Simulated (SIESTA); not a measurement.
**Br: 7 runs along one coordinate**

System: Br (Cmce, 4 atoms in the cell).
Method: Kohn-Sham DFT of a periodic cell, LDA, PseudoDojo 0.4 standard, converted to PSML, no spin polarisation (SIESTA 5.4.2).

The 7 runs differ only in the geometry, by an even scaling of the cell at fixed fractional positions. The structure derives from an entry of the Crystallography Open Database.

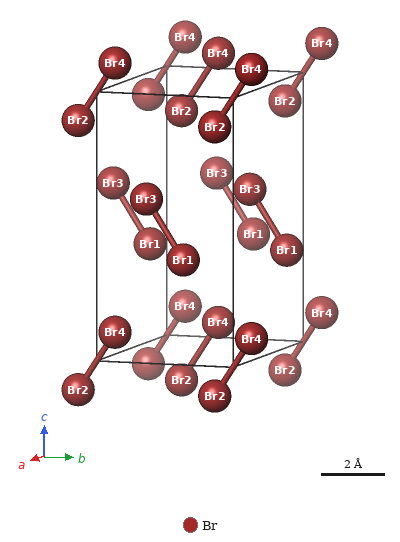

Figure 1. The structure of run 4 (ball-and-stick view of the cell 2 times as large as that of the calculation, set on its symmetry axes, seen slightly off an axis; atoms are numbered from 1 in the order of the input). An atom can appear more than once, as a periodic image.

**Input of run 4**
```
SystemName                      Br
SystemLabel                     Br
NumberOfSpecies                 1
NumberOfAtoms                   4
%block ChemicalSpeciesLabel
  1  35 Br
%endblock ChemicalSpeciesLabel

LatticeConstant                 1.0 Ang
%block LatticeVectors
     3.3632500000    -2.3225500000     0.0000000000
     3.3632500000     2.3225500000     0.0000000000
     0.0000000000     0.0000000000     8.7023000000
%endblock LatticeVectors
AtomicCoordinatesFormat         Fractional
%block AtomicCoordinatesAndAtomicSpecies
     0.3651000000     0.6349000000     0.3901000000  1  Br
     0.1349000000     0.8651000000     0.8901000000  1  Br
     0.6349000000     0.3651000000     0.6099000000  1  Br
     0.8651000000     0.1349000000     0.1099000000  1  Br
%endblock AtomicCoordinatesAndAtomicSpecies

%block kgrid.MonkhorstPack
    7   0   0  0.0
    0   7   0  0.0
    0   0   3  0.0
%endblock kgrid.MonkhorstPack
XC.Functional                   LDA
XC.Authors                      PW92
PAO.BasisSize                   DZP
PAO.EnergyShift                 0.003 Ry
Mesh.Cutoff                     500 Ry
OccupationFunction              FD
ElectronicTemperature           0.05 eV
MaxSCFIterations                120
SCF.MustConverge                false
SCF.Mixer.Method                Pulay
SCF.Mixer.Weight                0.25
SCF.Mixer.History               8
SCF.DM.Tolerance                5.0e-05
SCF.H.Tolerance                 1.0e-03 eV
WriteForces                     true
Charge.Mulliken                 end
BandLinesScale                  ReciprocalLatticeVectors
%block BandLines
    1    0.000000   0.000000   0.000000  \Gamma
   11    0.369221  -0.369221   0.000000  X
    6    0.000000  -0.500000   0.000000  S
    4    0.000000  -0.500000  -0.500000  R
    6    0.369221  -0.369221  -0.500000  A
   11    0.000000   0.000000  -0.500000  Z
    4    0.000000   0.000000   0.000000  \Gamma
   10   -0.500000  -0.500000   0.000000  Y
    4   -0.369221  -0.630779   0.000000  X1
    4   -0.369221  -0.630779  -0.500000  A1
    4   -0.500000  -0.500000  -0.500000  T
    4   -0.500000  -0.500000   0.000000  Y
    1    0.000000   0.000000  -0.500000  Z
   10   -0.500000  -0.500000  -0.500000  T
%endblock BandLines
```

Command:
```bash
siesta Br.fdf > Br.out 2>&1
```

Run 2 has the same physical settings and fractional positions; its lattice vectors (Å) are:
```
   3.317795   -2.291160    0.000000
   3.317795    2.291160    0.000000
   0.000000    0.000000    8.584687
```

**Results, with one run withheld**

```tsv
run	volume per atom (Å³)	free energy per atom, from the lowest run given (meV)	pressure (GPa)	gap on the mesh (eV)
1	31.949	0.69	0.83	1.89
2	32.629	?	?	?
3	33.308	0.00	−0.60	1.75
4	33.988	3.85	−1.20	1.68
5	34.668	10.08	−1.72	1.62
6	35.348	18.44	−2.20	1.56
7	36.028	28.67	−2.61	1.50
```

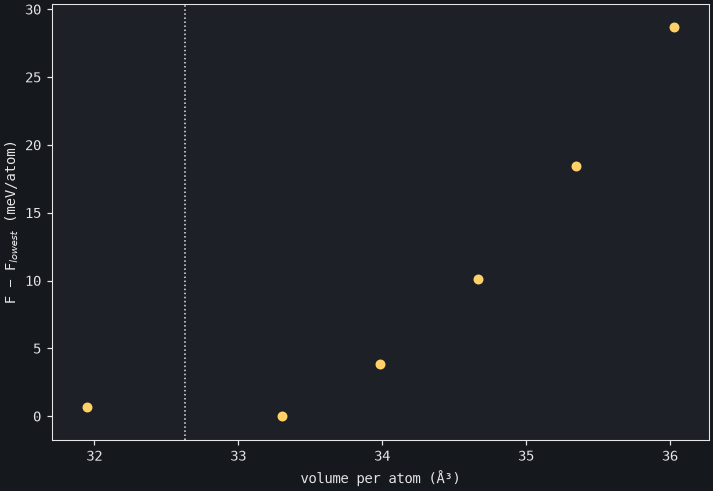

Figure 2. Free energy per atom of the runs given; the dotted line marks run 2.

What should run 2 give?

A cubic polynomial in V^(−2/3) (the Birch–Murnaghan form), fitted to the 6 runs given, misses them by under 0.01 meV per atom. With x = V^(−2/3) − 0.09497 Å⁻², it reads F = 5.2792 − 4531.7 x + 7.8678e+05 x² + 2.9236e+06 x³ (meV per atom). At run 2 it gives −1.16 meV per atom, and the run itself gives −1.16. The slope of the fit gives a pressure −dF/dV of 0.07 GPa there, and the run prints 0.07 GPa. The fit has its minimum at 32.693 Å³ per atom, where V d²F/dV² gives 33.8 GPa. Cell shape and fractional positions are held, so this is the stiffness under even scaling; the relaxed bulk modulus wasn't computed and can be far lower in a crystal of layers, chains or molecules like this one. The gap on the mesh goes, without turning, from 1.89 eV in run 1 to 1.50 eV in run 7; run 2 has 1.82 eV. These are gaps of this functional on this mesh, which can miss the band edges; they aren't the measured gap.

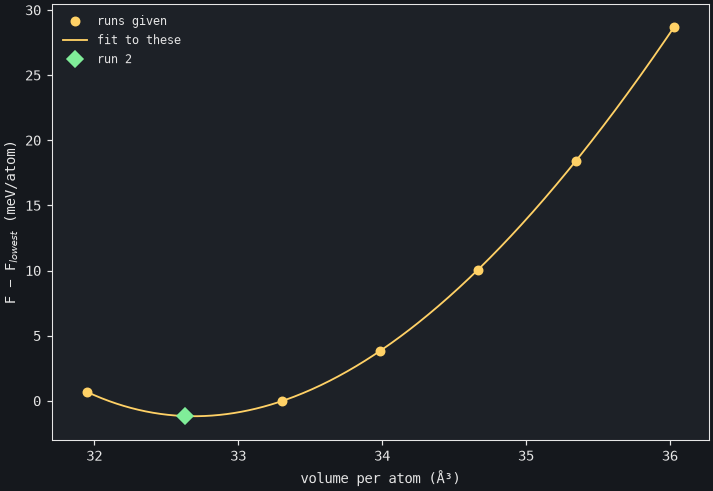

Figure 3. The fit and the withheld run.

**Some lines of the output (run 2)**
```
[...]
outcell: Cell volume (Ang**3)        :    130.5147
stepf: Fermi-Dirac step function
siesta: Etot    =     -1716.060075
siesta: FreeEng =     -1716.060075
        iscf     Eharris(eV)        E_KS(eV)     FreeEng(eV)     dDmax    Ef(eV) dHmax(eV)
siesta: E_KS(eV) =            -1716.3239
siesta: E_KS - E_eggbox =     -1716.3239
siesta: Etot    =     -1716.323855
siesta: FreeEng =     -1716.323855
siesta:         Fermi =      -5.299664
siesta: Cell volume =        130.514722 Ang**3
    Orbital volume contribution        =           2.147268 eV
```

Notes: Points of doubt noted for this run: mulliken charges of long orbitals. With a small basis of atomic orbitals these values can differ much from converged plane-wave results.
